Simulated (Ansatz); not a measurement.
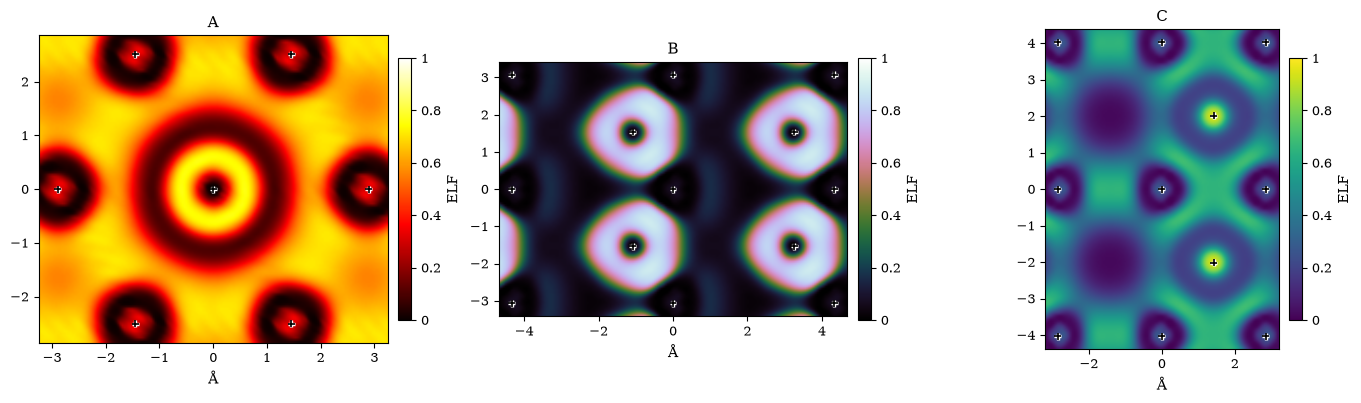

The ELF of 3 systems, each on a plane through atoms (crosses mark nuclei in the plane).

These are results of DFT PBE, scalar-relativistic, plane waves, PAW (Ansatz 0.2.0), not measurements.

System 1: AlN, the (011) plane of the conventional cell. Space group F-43m; a structure from a database of computed crystals, not necessarily the ambient phase; changed on purpose from its base cell (equal strain along all axes, cell held, atoms relaxed: -1.5 %); computed pressure about 10 GPa in this cell.

```yaml
crystal:
  lattice:
    - [4.33713, 0.00000, 0.00000]
    - [0.00000, 4.33713, 0.00000]
    - [0.00000, 0.00000, 4.33713]
  atoms:
    - { symbol: Al, position: [0.00000, 0.00000, 0.00000] }
    - { symbol: Al, position: [0.50000, 0.50000, 0.00000] }
    - { symbol: Al, position: [0.50000, 0.00000, 0.50000] }
    - { symbol: Al, position: [0.00000, 0.50000, 0.50000] }
    - { symbol: N, position: [0.25000, 0.25000, 0.25000] }
    - { symbol: N, position: [0.75000, 0.75000, 0.25000] }
    - { symbol: N, position: [0.75000, 0.25000, 0.75000] }
    - { symbol: N, position: [0.25000, 0.75000, 0.75000] }
```

System 2: ScAl₃, the (001) plane of the conventional cell. Space group R-3m; a structure from a database of computed crystals, not necessarily the ambient phase.

System 3: Al₂Cu, the (101) plane of the conventional cell. Space group Fm-3m; a structure from a database of computed crystals, not necessarily the ambient phase; computed pressure about 5 GPa in this cell; computed without spin polarisation.

```xyz
12
Lattice="4.0271 4.0271 0.0000 -4.0271 4.0271 0.0000 0.0000 0.0000 5.6951" Properties=species:S:1:pos:R:3 pbc="T T T"
Al    0.0000    2.0135    1.4238
Al   -2.0135    4.0271    4.2714
Al    0.0000    6.0406    1.4238
Al    2.0135    4.0271    4.2714
Al   -2.0135    4.0271    1.4238
Al    0.0000    2.0135    4.2714
Al    2.0135    4.0271    1.4238
Al    0.0000    6.0406    4.2714
Cu   -2.0135    2.0135    0.0000
Cu    0.0000    0.0000    2.8476
Cu    2.0135    2.0135    0.0000
Cu    0.0000    4.0271    2.8476
```

Which map belongs to which system?

Answer. Panel A is system 2, ScAl₃: the plane holds Sc and Al. Al–Al (2.90 Å): the ELF peaks at about 0.70 between the atoms. Panel B is system 1, AlN: the plane holds Al and N. Al–N (1.88 Å): the ELF peaks at about 0.90 in the valence shell of N, 0.8 Å from its nucleus, and is about 0.85 at the midpoint. Panel C is system 3, Al₂Cu: the plane holds Al and Cu. Al–Cu (2.47 Å): the ELF peaks at about 0.70 between the atoms.
